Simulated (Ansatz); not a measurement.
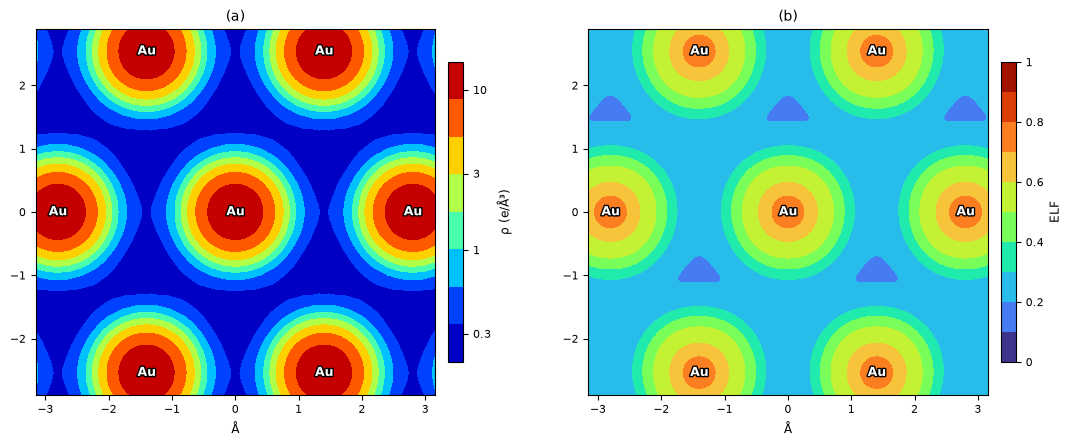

Figure. Au. (a) valence electron density; (b) ELF on the (001) plane of the conventional cell.

Space group Cmcm; a structure from a database of computed crystals, not necessarily the ambient phase; computed pressure about −2 GPa in this cell.

Level of theory: Kohn-Sham DFT of a periodic cell, PBEsol, Ansatz PAW (Ansatz).

Core electrons are frozen (PAW), and the valence fields are smoothed inside the atomic spheres.

```
Au
1.0
     2.80368    0.00000    0.00000
     0.00000    5.07756    0.00000
     0.00000    0.00000    4.86033
Au
4
Direct
  0.00000 0.66533 0.75000
  0.50000 0.16533 0.75000
  0.00000 0.33467 0.25000
  0.50000 0.83467 0.25000
```

Question: What does the map show?

Answer: The plane passes through Au nuclei. Au–Au (2.80 Å): ρ is about 0.33 e/Å³ halfway; the ELF is about 0.20 at the midpoint: no shared electron pair shows on this line. Au–Au (2.90 Å): ρ at the midpoint is about 0.27 e/Å³; the ELF is about 0.20 at the midpoint (no shared electron pair shows on this line). Between the atoms the lowest density in this plane is 0.2 e/Å³. The features right at Au lie inside the PAW spheres, where the map follows smoothed inner orbitals and isn't to be read closely.

Question: Does the calculation give a band gap?

Answer: It is gapless in this calculation (a metal or semimetal).
